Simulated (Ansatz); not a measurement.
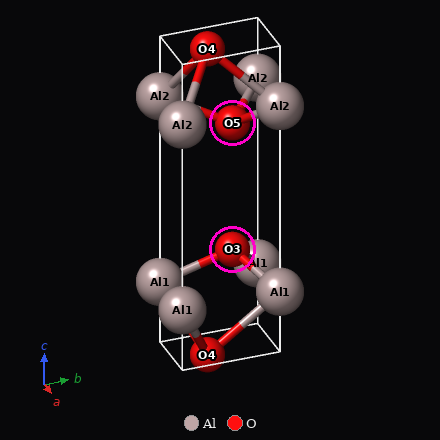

The system is Al₂O₃ (P-6m2, No. 187; 5 atoms in the cell); the picture shows the reference structure. 
- The energy is mapped over a free internal coordinate and the cell.
- The first coordinate is: shift of O3 along [0 0 1] of the conventional cell, Cartesian (0 0 1), its symmetry partners moved as symmetry demands (measured in the relaxed cell); the second: volume per atom at fixed shape.
- Nothing is relaxed (all other coordinates fixed).
- The grid has 7 × 7 points.
- Points are written as (first, second).
- Energies are in meV/atom, from the lowest grid point.
- Method: DFT LDA+D3(BJ), scalar-relativistic, plane waves, PAW in Ansatz. Settings: cutoff 520 eV, k-mesh 9×9×4 in the order of the run's cell vectors, gaussian smearing 0.05 eV, no spin polarisation.

Its coordinates:

```xyz
5
Lattice="2.8217 0.0000 0.0000 -1.4109 2.4437 0.0000 0.0000 0.0000 6.9395" Properties=species:S:1:pos:R:3 pbc="T T T"
Al    0.0000    0.0000    1.3639
Al    0.0000    0.0000    5.5756
O     0.0000    1.6291    2.0344
O     1.4109    0.8146    0.0000
O     0.0000    1.6291    4.9051
```

The input of one point:

```yaml
crystal:
  lattice:
    - [2.8217274771, 0.0, 0.0]
    - [-1.4108637386, 2.4436876777, 0.0]
    - [0.0, 0.0, 6.9395197271]
  atoms:
    - { symbol: Al, position: [0.0, 0.0, 0.1965477898] }
    - { symbol: Al, position: [0.0, 0.0, 0.8034522102] }
    - { symbol: O, position: [0.3333333333, 0.6666666667, 0.2931655293] }
    - { symbol: O, position: [0.6666666667, 0.3333333333, 0.0] }
    - { symbol: O, position: [0.3333333333, 0.6666666667, 0.7068344707] }
basis:
  ecutwfc: 520.0
kpoints:
  mp_grid: { grid: [9, 9, 4] }
hamiltonian:
  xc: lda
  pseudopotentials: { kind: paw, azcp: { folder: soft_1 } }
  dispersion: d3bj
scf:
  occupations: { method: gaussian, width: 0.05 }
output:
  forces: true
  stress: true
  eigenvalues: true
  write_density: true
  write_potential: true
  elf: true
  volumetric_format: npy
```

Range: shift of O3 along [0 0 1] of the conventional cell, Cartesian (0 0 1), its symmetry partners moved as symmetry demands (measured in the relaxed cell) from −0.15 to 0.15 Å; volume per atom at fixed shape from 8.805 to 10.336 Å³.

Question: What will the energy surface look like?

Answer: The lowest grid point is at (0.00 Å, 9.570 Å³). No other kind of well shows on this grid. The highest grid point, (−0.15 Å, 8.805 Å³), lies 210 meV/atom above the lowest. Round the minimum the valley is somewhat tilted: raising the first coordinate shifts the best value of volume per atom at fixed shape downwards (coupling k₁₂/√(k₁₁k₂₂) about 0.5). The gap on the k-mesh is 4.8 eV at the lowest point and runs from 3.2 to 5.9 eV over the map.

| second ↓, first → | −0.15 | −0.10 | −0.05 | 0.00 | 0.05 | 0.10 | 0.15 |
| --- | --- | --- | --- | --- | --- | --- | --- |
| 10.336 | 64 | 37 | 27 | 36 | 63 | 107 | 169 |
| 10.081 | 63 | 29 | 14 | 17 | 38 | 78 | 136 |
| 9.825 | 70 | 29 | 7 | 4 | 20 | 55 | 108 |
| 9.570 | 87 | 39 | 10 | 0 | 10 | 39 | 87 |
| 9.315 | 115 | 59 | 22 | 5 | 8 | 30 | 73 |
| 9.060 | 155 | 90 | 45 | 20 | 15 | 32 | 68 |
| 8.805 | 210 | 135 | 81 | 47 | 34 | 43 | 73 |

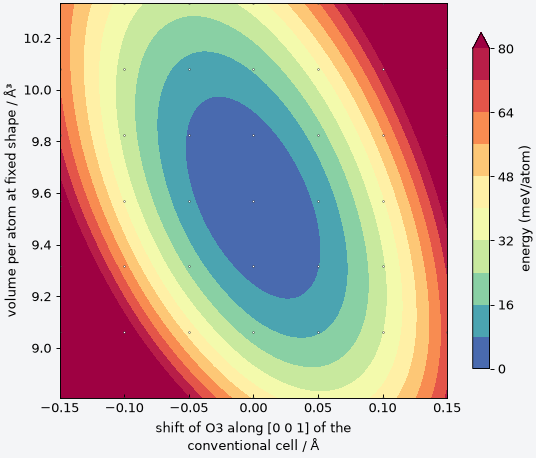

In the figure: filled contours, dots at the grid points, one colour for all values above the top of the scale. Between grid points the surface is interpolated.

Each point was launched as `ansatz run input.yaml --threads 1 --pin off --max-ram 2048MiB --backend cpu --events-out ev --progress --plain --runs-dir out`. The whole map (49 points run) took 6.5 min on 1 thread of Arm Neoverse N1, on a shared host.
